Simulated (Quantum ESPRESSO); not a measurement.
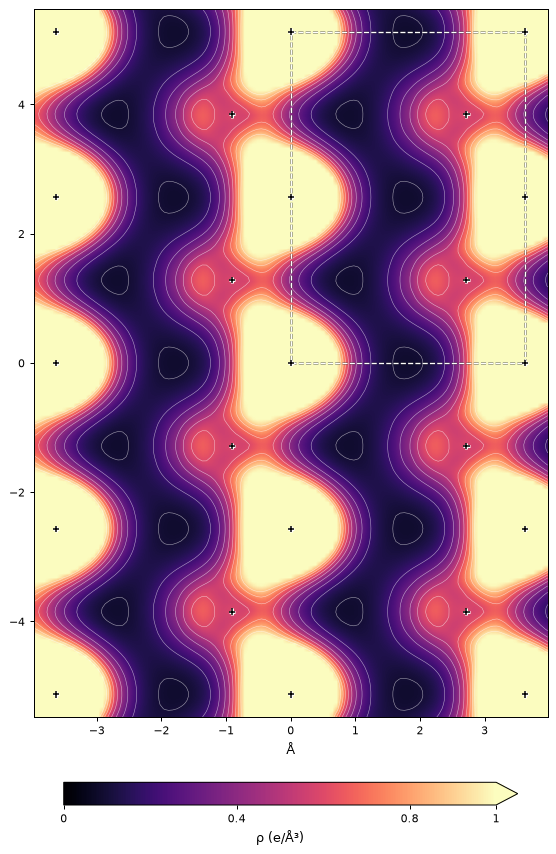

The valence charge density (pseudo) on a plane through atoms (crosses mark nuclei in the plane).

Theory: Kohn-Sham DFT of a periodic cell, PBEsol, GBRV 1.5 PBEsol (Quantum ESPRESSO 7.5).

Candidates:
A. PbS, a = 5.93 Å, b = 5.93 Å, c = 5.93 Å, α = 90.00°, β = 90.00°, γ = 90.00°. Space group Fm-3m.
B. BN, a = 3.63 Å, b = 3.63 Å, c = 3.63 Å, α = 90.00°, β = 90.00°, γ = 90.00°. Space group F-43m; a structure from a database of computed crystals, not necessarily the ambient phase; computed pressure about −6 GPa in this cell.
C. C, a = 3.57 Å, b = 3.57 Å, c = 3.57 Å, α = 90.00°, β = 90.00°, γ = 90.00°. Space group Fd-3m; computed pressure about −5 GPa in this cell.

Which candidate gave the map?

Candidate B: BN on the (101) plane of the conventional cell, which holds N and B. B–N (1.57 Å): ρ is about 1.4 e/Å³ halfway.
